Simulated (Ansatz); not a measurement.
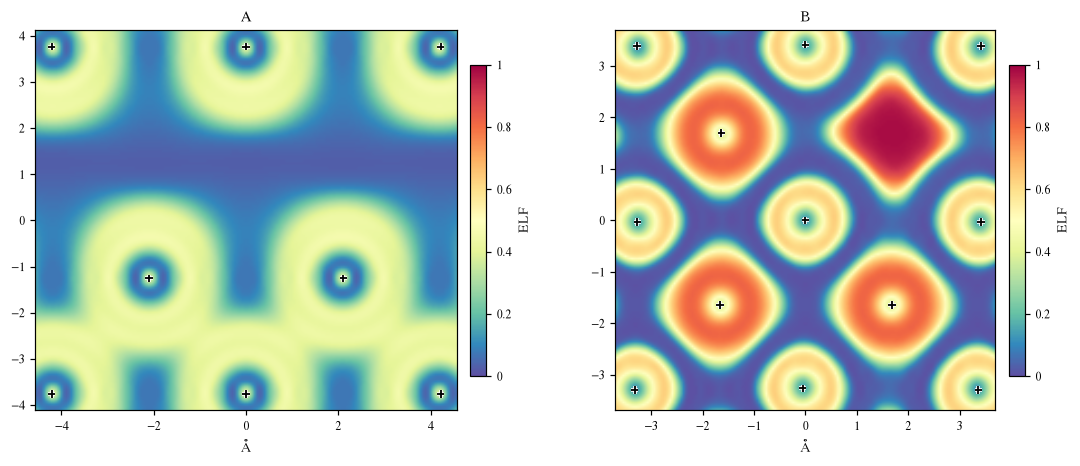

The ELF of 2 systems, each on a plane through atoms (crosses mark nuclei in the plane).

All numbers below come from DFT r2SCAN, scalar-relativistic, plane waves, PAW in Ansatz.

System 1: Bi, the (110) plane of the conventional cell. Space group P6₃/mmc.

```
Bi
1.0
     4.34982    0.00000    0.00000
    -2.17491    3.76705    0.00000
     0.00000    0.00000    4.21489
Bi
2
Cartesian
  0.0000 2.5114 1.0537
  2.1749 1.2557 3.1612
```

System 2: Na$_{4}$F$_{3}$, the (101) plane of the calculation cell. Space group Cmmm; a generated structure, not necessarily the stable one.

Which map belongs to which system?

Answer. Panel A is system 1, Bi: the plane holds Bi. Bi–Bi (3.28 Å): the ELF is about 0.40 at the midpoint. Panel B is system 2, Na$_{4}$F$_{3}$: the plane holds Na and F. Na–F (2.28 Å): the ELF is about 0.05 at the midpoint; no localised pair shows between them.
